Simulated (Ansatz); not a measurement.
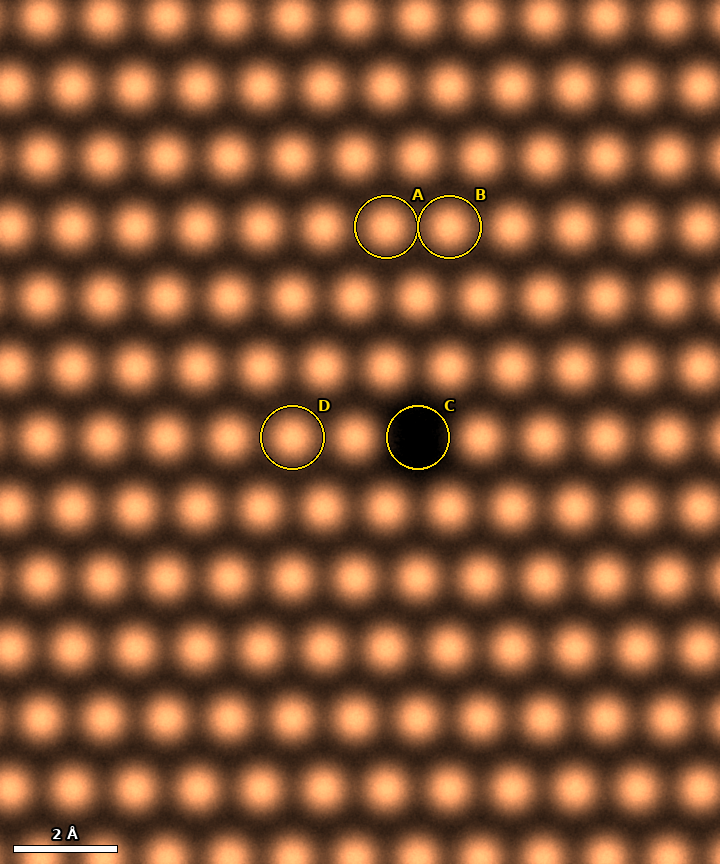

HAADF-like image of Rh (Fd-3m, No. 227) along [210]. Simulated incoherent Z contrast: every atom adds Z^1.7 spread by a probe of 0.71 Å full width; channelling and multiple scattering are left out. The probe carries 25 % of its weight in a tail 2.5 times as wide. The display is stretched by a gamma of 0.8; percentages refer to the linear signal. Shot noise was added.

The sample is 1 repeat (12.2 Å) thick. One point defect was put into the perfect crystal, without relaxing the atoms around it. Brightness is counted from the darkest point of the image. Host structure: coordinates from a relaxation with DFT r2SCAN, scalar-relativistic, plane waves, PAW (Ansatz); the starting structure was generated, so it need not be a known form of this composition.

Question: Which ringed column holds the defect, and does it scatter more or less than its equals?

Answer: C; it scatters less. The column holds 1 atom (Rh) through the sample, and one Rh atom is missing, so its peak vanishes.
